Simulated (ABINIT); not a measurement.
**Geometry relaxation of AlN (part 1 of 4)**

AlN (P6₃mc, 4 atoms in the cell), computed with Kohn-Sham DFT of a periodic cell, PBE, PseudoDojo NC SR PBE v0.4.1 standard, no spin polarisation (ABINIT 10.8.3).

The structure derives from an entry of the Crystallography Open Database.

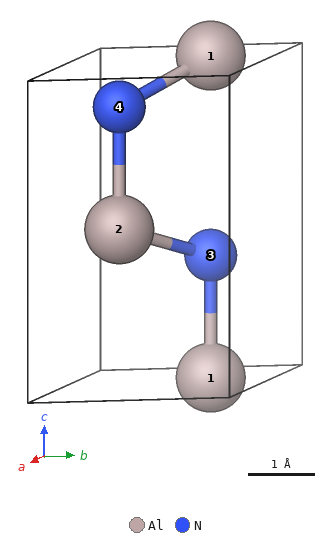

The starting structure (ball-and-stick view of the cell of the calculation, seen slightly off an axis; atoms are numbered from 1 in the order of the input).

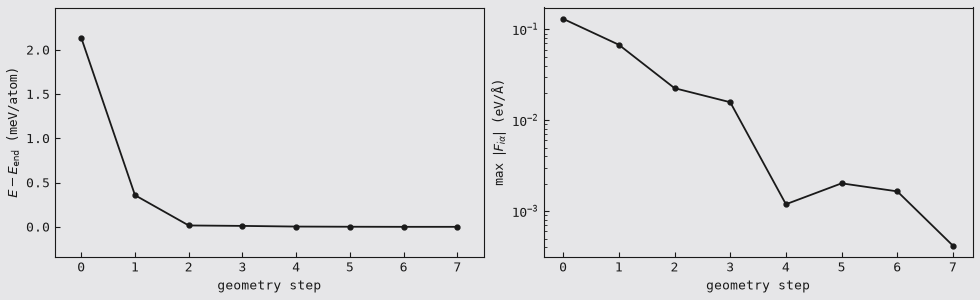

Progress of the relaxation, step by step (steps are counted from 0).

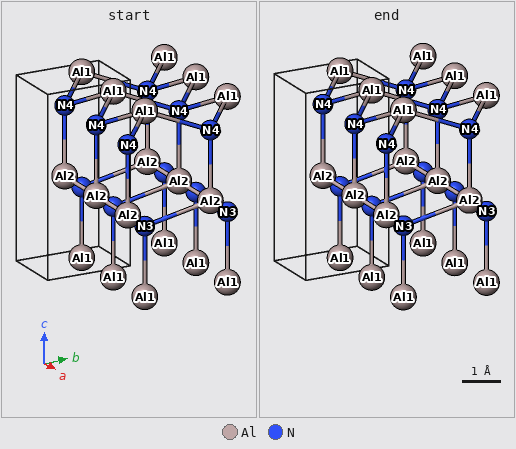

Before (left) and after (right) the relaxation, at one scale (ball-and-stick view of the cell of the calculation, repeated 3 × 2 × 1, seen slightly off an axis). After 7 geometry steps the energy has fallen by 2.1 meV per atom. Largest force component: 0.13 eV/Å at the start, 0.00042 eV/Å at the end. No atom moves by more than 0.005 Å relative to the cell. The drawn cell changes as follows: a = b 3.113 → 3.128 Å (+0.5 %), c 4.981 → 5.015 Å (+0.7 %); the volume changes by +1.7 %. Among the contacts that change: Al1–N3 1.893 → 1.913 Å, Al1–N4 1.894 → 1.901 Å. The space group stays P6_3mc (No. 186). (Atoms are counted from 1 in the order of the input.)

The input and output of the run follow.

The input
```
pp_dirpath "./"
pseudos "Al.upf, N.upf"

acell 5.882717426 5.882717426 9.4127258268
rprim
     1.0000000000     0.0000000000     0.0000000000
    -0.5000000000     0.8660254038     0.0000000000
     0.0000000000     0.0000000000     1.0000000000
ntypat 2
znucl 13 7
natom 4
typat 1 1 2 2
chkprim 0
chksymtnons 0
tolsym 1.0e-6
xred
            1/3            2/3            0.0
            2/3            1/3            1/2
            1/3            2/3   0.3800000000
            2/3            1/3   0.8800000000

ecut 42.0
ecutsm 0.5

kptopt 1
ngkpt 8 8 4
nshiftk 1
shiftk 0.0 0.0 0.0

ixc 11

nband 12
occopt 3
tsmear 0.05 eV

nstep 80
tolvrs 1.0e-12

iomode 3
prteig 0
prtebands 0
prtwf 0
prtden 0

ionmov 2
optcell 2
ntime 50
tolmxf 2.0e-5
dilatmx 1.08
```

Run as:
```bash
abinit run.abi > log 2>&1
```

Log
```
.Version 10.8.3 of ABINIT
 Symmetries : space group P6_3 m c (#186); Bravais hP (primitive hexag.)
================================================================================
 Values of the parameters that define the memory need of the present run
     intxc =       0    ionmov =       2      iscf =       7    lmnmax =       6
     lnmax =       6     mgfft =      60  mpssoang =       3    mqgrid =    3001
     natom =       4  nloc_mem =       1    nspden =       1   nspinor =       1
    nsppol =       1      nsym =      12    n1xccc =    2501    ntypat =       2
    occopt =       3   xclevel =       2
       mpw =        4658          nfft =       96000          nkpt =          30
================================================================================
================================================================================

--------------------------------------------------------------------------------
------------- Echo of variables that govern the present computation ------------
--------------------------------------------------------------------------------
 -outvars: echo values of preprocessed input variables --------
            acell      5.8827174260E+00  5.8827174260E+00  9.4127258268E+00 Bohr
              amu      2.69815390E+01  1.40067400E+01
          chkprim           0
      chksymtnons           0
          dilatmx      1.08000000E+00
             ecut      4.20000000E+01 Hartree
           ecutsm      5.00000000E-01 Hartree
           ionmov           2
              ixc          11
         kptrlatt        8    0    0      0    8    0      0    0    4
          kptrlen      3.76509033E+01
            natom           4
            nband          12
            ngfft          40      40      60
             nkpt          30
            nstep          80
             nsym          12
            ntime          50
           ntypat           2
           occopt           3
          optcell           2
           prtden           0
        prtebands           0
           prteig           0
            prtwf           0
            rprim      1.0000000000E+00  0.0000000000E+00  0.0000000000E+00
                      -5.0000000000E-01  8.6602540380E-01  0.0000000000E+00
                       0.0000000000E+00  0.0000000000E+00  1.0000000000E+00
          spgroup         186
           tolmxf      2.00000000E-05
           tolsym      1.00000000E-06
           tolvrs      1.00000000E-12
           tsmear      1.83746611E-03 Hartree
            typat      1  1  2  2
           xangst      3.6870179344E-17  1.7972913868E+00  0.0000000000E+00
                       1.5564999990E+00  8.9864569341E-01  2.4904999983E+00
                       3.6870179344E-17  1.7972913868E+00  1.8927799987E+00
                       1.5564999990E+00  8.9864569341E-01  4.3832799970E+00
            xcart      6.9674541174E-17  3.3963884895E+00  0.0000000000E+00
                       2.9413587130E+00  1.6981942448E+00  4.7063629134E+00
                       6.9674541174E-17  3.3963884895E+00  3.5768358142E+00
                       2.9413587130E+00  1.6981942448E+00  8.2831987276E+00
             xred      3.3333333333E-01  6.6666666667E-01  0.0000000000E+00
                       6.6666666667E-01  3.3333333333E-01  5.0000000000E-01
                       3.3333333333E-01  6.6666666667E-01  3.8000000000E-01
                       6.6666666667E-01  3.3333333333E-01  8.8000000000E-01
            znucl       13.00000    7.00000

================================================================================

 chkinp: Checking input parameters for consistency.

================================================================================
== DATASET  1 ==================================================================

--- !DatasetInfo
iteration_state: {dtset: 1, }
dimensions: {natom: 4, nkpt: 30, mband: 12, nsppol: 1, nspinor: 1, nspden: 1, mpw: 4658, }
cutoff_energies: {ecut:  42.0, pawecutdg:  -1.0, }
electrons: {nelect:   1.60000000E+01, charge:   0.00000000E+00, occopt:   3.00000000E+00, tsmear:   1.83746611E-03, }
meta: {optdriver: 0, ionmov: 2, optcell: 2, iscf: 7, paral_kgb: 0, }
...

 Exchange-correlation functional for the present dataset will be:
  GGA: Perdew-Burke-Ernzerhof functional - ixc=11
  J.P.Perdew, K.Burke, M.Ernzerhof, PRL 77, 3865 (1996)

 Real(R)+Recip(G) space primitive vectors, cartesian coordinates (Bohr,Bohr^-1):
 R(1)=  5.8827174  0.0000000  0.0000000  G(1)=  0.1699895  0.0981435  0.0000000
 R(2)= -2.9413587  5.0945827  0.0000000  G(2)=  0.0000000  0.1962869  0.0000000
 R(3)=  0.0000000  0.0000000  9.4127258  G(3)=  0.0000000  0.0000000  0.1062392
 Unit cell volume ucvol=  2.8209930E+02 bohr^3
 Angles (23,13,12)=  9.00000000E+01  9.00000000E+01  1.20000000E+02 degrees

 getcut: wavevector=  0.0000  0.0000  0.0000  ngfft=  40  40  60
         ecut(hartree)=     48.989   => boxcut(ratio)=   2.02312

--- Pseudopotential description ------------------------------------------------
- pspini: atom type   1  psp file is ./Al.upf
  13.00000   3.00000  171031                  znucl, zion, pspdat
12 -101130 2 -1 1876                          pspcod,pspxc,lmax,lloc,mmax
     nproj     2     2     2

- pspini: atom type   2  psp file is ./N.upf
   7.00000   5.00000  171031                  znucl, zion, pspdat
12 -101130 1 -1 1058                          pspcod,pspxc,lmax,lloc,mmax
     nproj     2     2     0

   2.97317893E+02                                ecore*ucvol(ha*bohr**3)
--------------------------------------------------------------------------------

================================================================================

=== [ionmov= 2] Broyden-Fletcher-Goldfarb-Shanno method (forces)
================================================================================

--- Iteration: ( 1/50) Internal Cycle: (1/1)
--------------------------------------------------------------------------------

---SELF-CONSISTENT-FIELD CONVERGENCE--------------------------------------------

--- !BeginCycle
iteration_state: {dtset: 1, itime: 1, icycle: 1, }
solver: {iscf: 7, nstep: 80, nline: 4, wfoptalg: 0, }
tolerances: {tolvrs: 1.00E-12, }
...

     iter   Etot(hartree)      deltaE(h)  residm     vres2
 ETOT  1  -25.263487404200    -2.526E+01 6.713E-02 1.470E+03
 ETOT  2  -25.351411664850    -8.792E-02 2.305E-02 1.143E+03
 ETOT  3  -25.587895873502    -2.365E-01 2.724E-02 1.469E+00
 ETOT  4  -25.588449298523    -5.534E-04 2.578E-02 2.883E-02
 ETOT  5  -25.588451159509    -1.861E-06 3.038E-03 3.515E-03
 ETOT  6  -25.588451383519    -2.240E-07 2.911E-03 6.452E-05
 ETOT  7  -25.588451395057    -1.154E-08 7.595E-04 1.772E-06
 ETOT  8  -25.588451395129    -7.124E-11 5.626E-04 2.779E-07
 ETOT  9  -25.588451395185    -5.651E-11 2.066E-04 3.192E-09
 ETOT 10  -25.588451395186    -8.562E-13 1.584E-04 2.155E-11
 ETOT 11  -25.588451395186     3.375E-13 5.231E-05 1.609E-13

 At SCF step   11       vres2   =  1.61E-13 < tolvrs=  1.00E-12 =>converged.

 Cartesian components of stress tensor (hartree/bohr^3)
  sigma(1 1)= -9.60331268E-05  sigma(3 2)=  0.00000000E+00
  sigma(2 2)= -9.60331270E-05  sigma(3 1)=  0.00000000E+00
  sigma(3 3)= -1.51711279E-04  sigma(2 1)=  0.00000000E+00

--- !ResultsGS
iteration_state: {dtset: 1, itime: 1, icycle: 1, }
comment   : Summary of ground state results
lattice_vectors:
- [  5.8827174,   0.0000000,   0.0000000, ]
- [ -2.9413587,   5.0945827,   0.0000000, ]
- [  0.0000000,   0.0000000,   9.4127258, ]
lattice_lengths: [   5.88272,    5.88272,    9.41273, ]
lattice_angles: [ 90.000,  90.000, 120.000, ] # degrees, (23, 13, 12)
lattice_volume:   2.8209930E+02
convergence: {deltae:  3.375E-13, res2:  1.609E-13, residm:  5.231E-05, diffor: null, }
etotal    :  -2.55884514E+01
entropy   :   0.00000000E+00
fermie    :   2.57394878E-01
cartesian_stress_tensor: # hartree/bohr^3
- [ -9.60331268E-05,   0.00000000E+00,   0.00000000E+00, ]
- [  0.00000000E+00,  -9.60331270E-05,   0.00000000E+00, ]
- [  0.00000000E+00,   0.00000000E+00,  -1.51711279E-04, ]
pressure_GPa:   3.3714E+00
xred      :
- [  3.3333E-01,   6.6667E-01,   0.0000E+00, Al]
- [  6.6667E-01,   3.3333E-01,   5.0000E-01, Al]
- [  3.3333E-01,   6.6667E-01,   3.8000E-01,  N]
- [  6.6667E-01,   3.3333E-01,   8.8000E-01,  N]
cartesian_forces: # hartree/bohr
- [  9.15442653E-29,   5.28531062E-29,  -2.53824080E-03, ]
- [ -9.15442653E-29,  -5.28531062E-29,  -2.53824080E-03, ]
- [ -0.00000000E+00,  -0.00000000E+00,   2.53824080E-03, ]
- [ -0.00000000E+00,  -0.00000000E+00,   2.53824080E-03, ]
force_length_stats: {min:   2.53824080E-03, max:   2.53824080E-03, mean:   2.53824080E-03, }
...

 Integrated electronic density in atomic spheres:
 ------------------------------------------------
 Atom  Sphere_radius  Integrated_density
    1        2.00000          1.09944648
    2        2.00000          1.09944648
    3        2.00000          5.38408981
    4        2.00000          5.38408981

---OUTPUT-----------------------------------------------------------------------

 Cartesian coordinates (xcart) [bohr]
  6.96745411736070E-17  3.39638848952863E+00  0.00000000000000E+00
  2.94135871300000E+00  1.69819424476432E+00  4.70636291340000E+00
  6.96745411736070E-17  3.39638848952863E+00  3.57683581418400E+00
  2.94135871300000E+00  1.69819424476432E+00  8.28319872758400E+00
 Reduced coordinates (xred)
  3.33333333333333E-01  6.66666666666667E-01  0.00000000000000E+00
  6.66666666666667E-01  3.33333333333333E-01  5.00000000000000E-01
  3.33333333333333E-01  6.66666666666667E-01  3.80000000000000E-01
  6.66666666666667E-01  3.33333333333333E-01  8.80000000000000E-01
 Cartesian forces (fcart) [Ha/bohr]; max,rms= 2.53824E-03 1.46545E-03 (free atoms)
  9.15442652830351E-29  5.28531062029771E-29 -2.53824080328300E-03
 -9.15442652830351E-29 -5.28531062029771E-29 -2.53824080328300E-03
 -0.00000000000000E+00 -0.00000000000000E+00  2.53824080328300E-03
 -0.00000000000000E+00 -0.00000000000000E+00  2.53824080328300E-03
 Gradient of E wrt nuclear positions in reduced coordinates (gred)
 -5.38529044630877E-28 -3.68675919242544E-45  2.38917647636994E-02
  5.38529044630877E-28  3.68675919242544E-45  2.38917647636994E-02
  0.00000000000000E+00 -0.00000000000000E+00 -2.38917647636994E-02
  0.00000000000000E+00 -0.00000000000000E+00 -2.38917647636994E-02
 Scale of Primitive Cell (acell) [bohr]
  5.88271742600000E+00  5.88271742600000E+00  9.41272582680000E+00
 Real space primitive translations (rprimd) [bohr]
  5.88271742600000E+00  0.00000000000000E+00  0.00000000000000E+00
 -2.94135871300000E+00  5.09458273429295E+00  0.00000000000000E+00
  0.00000000000000E+00  0.00000000000000E+00  9.41272582680000E+00
 Unitary Cell Volume (ucvol) [Bohr^3]=  2.82099304824649E+02
 Angles (23,13,12)= [degrees]
  9.00000000000000E+01  9.00000000000000E+01  1.19999999999554E+02
 Lengths [Bohr]
  5.88271742600000E+00  5.88271742607928E+00  9.41272582680000E+00
 Stress tensor in cartesian coordinates (strten) [Ha/bohr^3]
 -9.60331268239916E-05  0.00000000000000E+00  0.00000000000000E+00
  0.00000000000000E+00 -9.60331269548049E-05  0.00000000000000E+00
  0.00000000000000E+00  0.00000000000000E+00 -1.51711278943584E-04
 Total energy (etotal) [Ha]= -2.55884513951856E+01

--- Iteration: ( 2/50) Internal Cycle: (1/1)
--------------------------------------------------------------------------------

---SELF-CONSISTENT-FIELD CONVERGENCE--------------------------------------------

--- !BeginCycle
iteration_state: {dtset: 1, itime: 2, icycle: 1, }
solver: {iscf: 7, nstep: 80, nline: 4, wfoptalg: 0, }
tolerances: {tolvrs: 1.00E-12, }
...

     iter   Etot(hartree)      deltaE(h)  residm     vres2
 ETOT  1  -25.587466096390    -2.559E+01 1.764E-05 6.894E+00
 ETOT  2  -25.587702897738    -2.368E-04 1.830E-05 4.680E+00
 ETOT  3  -25.588708350881    -1.005E-03 2.735E-05 3.082E-02
 ETOT  4  -25.588712824239    -4.473E-06 2.677E-06 7.927E-04
 ETOT  5  -25.588712884874    -6.064E-08 9.856E-07 1.979E-05
 ETOT  6  -25.588712886735    -1.861E-09 5.108E-07 2.103E-07
 ETOT  7  -25.588712886754    -1.954E-11 2.737E-07 1.024E-08
 ETOT  8  -25.588712886756    -1.403E-12 1.443E-07 6.916E-11
 ETOT  9  -25.588712886756    -8.171E-14 7.957E-08 2.612E-13

 At SCF step    9       vres2   =  2.61E-13 < tolvrs=  1.00E-12 =>converged.

 Cartesian components of stress tensor (hartree/bohr^3)
  sigma(1 1)= -3.61582710E-05  sigma(3 2)=  0.00000000E+00
  sigma(2 2)= -3.61582711E-05  sigma(3 1)=  0.00000000E+00
  sigma(3 3)= -5.82345840E-05  sigma(2 1)=  0.00000000E+00

--- !ResultsGS
iteration_state: {dtset: 1, itime: 2, icycle: 1, }
comment   : Summary of ground state results
lattice_vectors:
- [  5.8996655,   0.0000000,   0.0000000, ]
- [ -2.9498327,   5.1092602,   0.0000000, ]
- [  0.0000000,   0.0000000,   9.4555663, ]
lattice_lengths: [   5.89967,    5.89967,    9.45557, ]
lattice_angles: [ 90.000,  90.000, 120.000, ] # degrees, (23, 13, 12)
lattice_volume:   2.8501844E+02
convergence: {deltae: -8.171E-14, res2:  2.612E-13, residm:  7.957E-08, diffor: null, }
etotal    :  -2.55887129E+01
entropy   :   0.00000000E+00
fermie    :   2.53548920E-01
cartesian_stress_tensor: # hartree/bohr^3
- [ -3.61582710E-05,   0.00000000E+00,   0.00000000E+00, ]
- [  0.00000000E+00,  -3.61582711E-05,   0.00000000E+00, ]
- [  0.00000000E+00,   0.00000000E+00,  -5.82345840E-05, ]
pressure_GPa:   1.2803E+00
xred      :
- [  3.3333E-01,   6.6667E-01,  -2.6966E-04, Al]
- [  6.6667E-01,   3.3333E-01,   4.9973E-01, Al]
- [  3.3333E-01,   6.6667E-01,   3.8027E-01,  N]
- [  6.6667E-01,   3.3333E-01,   8.8027E-01,  N]
cartesian_forces: # hartree/bohr
- [  9.12812845E-29,   5.27012742E-29,  -1.31666839E-03, ]
- [ -9.12812845E-29,  -5.27012742E-29,  -1.31666839E-03, ]
- [ -3.65125138E-28,  -2.10805097E-28,   1.31666839E-03, ]
- [  3.65125138E-28,   2.10805097E-28,   1.31666839E-03, ]
force_length_stats: {min:   1.31666839E-03, max:   1.31666839E-03, mean:   1.31666839E-03, }
...

 Integrated electronic density in atomic spheres:
 ------------------------------------------------
 Atom  Sphere_radius  Integrated_density
    1        2.00000          1.08285550
    2        2.00000          1.08285550
    3        2.00000          5.37270740
    4        2.00000          5.37270740

---OUTPUT-----------------------------------------------------------------------
```
